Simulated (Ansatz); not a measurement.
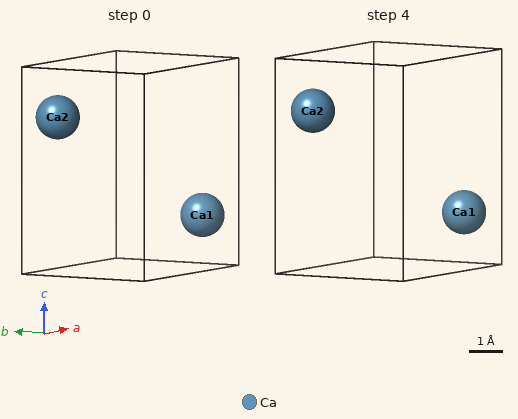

The structure of crystalline Ca (set up in Cmcm) before (left) and after (right) a relaxation, at one scale.

The picture is a ball-and-stick view of the cell of the calculation, seen from a free direction.

Case: relaxed at -2 GPa.

The calculation used DFT PBE, scalar-relativistic, plane waves, PAW (Ansatz). (plane-wave cutoff 420 eV; k-point mesh 12 × 12 × 8; occupations gaussian; smearing width 0.1 eV; target pressure -2 GPa; no spin polarisation; cell and atoms relaxed; force threshold 0.008 eV/Å; at most 50 steps)

Question: Describe what moved and what it gained.

Answer: Over 3 accepted moves (4 points after the start) the energy rises by 45.4 meV per atom. With the target pressure of -2 GPa, the enthalpy E + pV changes by −27.7 meV per atom. The largest force component goes from 0.0006 to under 0.0001 eV/Å. The pressure goes from −0.34 to −1.98 GPa. The SCF was repeated once at an unchanged geometry on a basis and grid sized afresh for the cell, which shifted the energy by 0.2 meV per atom at most. The atoms keep their places relative to the cell (all moves are under 0.005 Å). The volume changes by +13.5 %, with a = b 3.931 → 4.109 Å (+4.5 %), c 6.461 → 6.716 Å (+3.9 %). Among the contacts that change: Ca1–Ca1 3.931 → 4.109 Å, Ca1–Ca2 3.947 → 4.111 Å. The space group stays P6_3/mmc (No. 194). The run took of the order of 30 core-seconds on a shared host.
